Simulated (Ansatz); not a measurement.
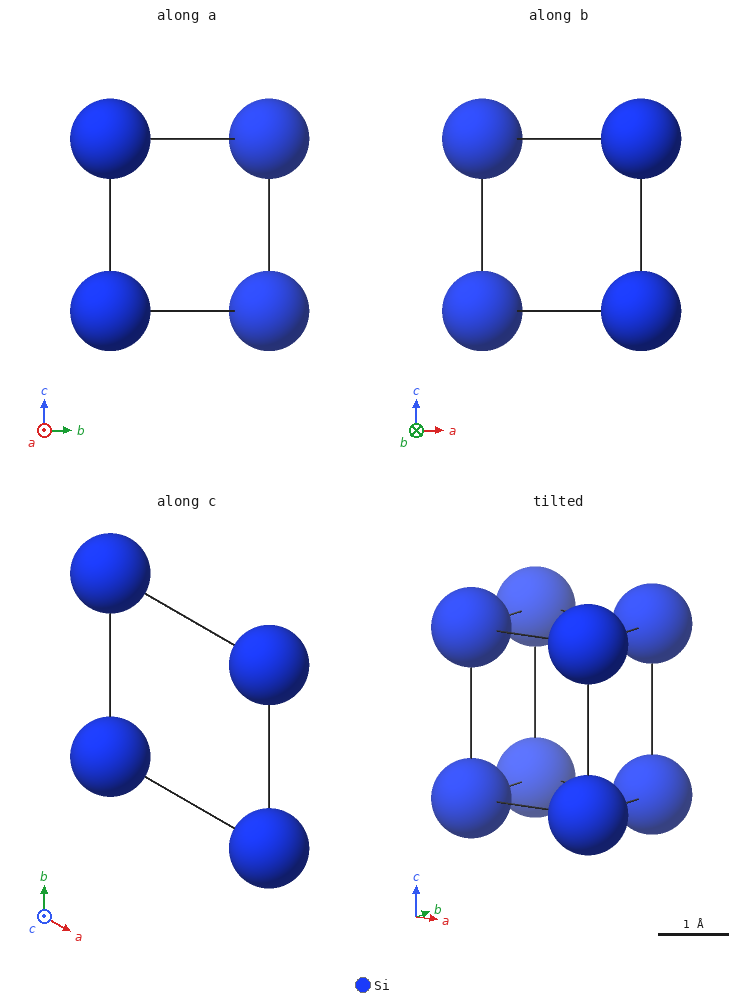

Spheres-only model, viewed along the a axis, along the b axis, along the c axis and slightly off an axis. Lines trace the edges of the conventional unit cell.

Lattice parameters: a = 2.6479 Å, b = 2.6479 Å, c = 2.4874 Å, α = 90.000°, β = 90.000°, γ = 120.000°.

Turn the picture into a CIF in P1 with every atom of the cell.

Answer.
```cif
data_structure
_symmetry_space_group_name_H-M 'P 1'
_symmetry_Int_Tables_number 1
_cell_length_a 2.6479
_cell_length_b 2.6479
_cell_length_c 2.4874
_cell_angle_alpha 90.000
_cell_angle_beta 90.000
_cell_angle_gamma 120.000
_cell_volume 15.10
loop_
_atom_site_label
_atom_site_type_symbol
_atom_site_fract_x
_atom_site_fract_y
_atom_site_fract_z
_atom_site_occupancy
Si1 Si 0.0000 0.0000 0.0000 1
```

Its origin is a random cell made by a generator, so it need not be a real form of the element. A relaxation with DFT PBE, scalar-relativistic, plane waves, PAW in Ansatz 0.2.0 gave the geometry drawn.
